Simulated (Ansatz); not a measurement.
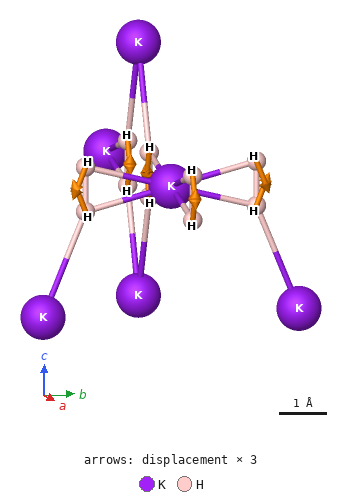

A relaxation of a crystal of K3H8 (a generated structure, set up in P4/mmm) (coarse preliminary run). The starting structure is drawn; orange arrows show the displacements (the part carried along by the change of the cell is left out), magnified 3 times.

Style: ball-and-stick. Shown: the atoms within 4.2 Å of the atom that moves most (axes of the cell of the calculation), slightly off an axis.

Method: DFT PBE, scalar-relativistic, plane waves, PAW in Ansatz 0.2.0. (plane-wave cutoff 420 eV; k-point mesh 4 × 4 × 4; occupations gaussian; smearing width 0.1 eV; no spin polarisation; cell and atoms relaxed; force threshold 0.04 eV/Å; at most 70 steps)

**What happened in the run?**

Over 11 accepted moves (14 points after the start) the energy falls by 539 meV per atom. The largest force component goes from 2.1 to 0.026 eV/Å. The pressure goes from 10.43 to 0.01 GPa. The line search rejected the trial step at point 12 of the run. At 2 points the geometry stayed and the basis and grid were re-selected for the new cell (energy shift of 35.0 meV per atom at most each time). The largest moves relative to the cell, 0.26 Å, are those of H atoms. K stays in place. The drawn cell changes as follows: a = b 5.690 → 7.592 Å (+33.4 %), c 5.505 → 7.111 Å (+29.2 %); the volume changes by +130.0 %. Some distances before and after: H–K 2.458 → 3.377 Å, H–K 1.961 → 2.659 Å, H–H 0.967 → 0.772 Å. The space group stays P4/mmm (No. 123). Cost: 3.7 min on 1 thread of Arm Neoverse N1, with other jobs on the host, peak memory 0.57 GiB.
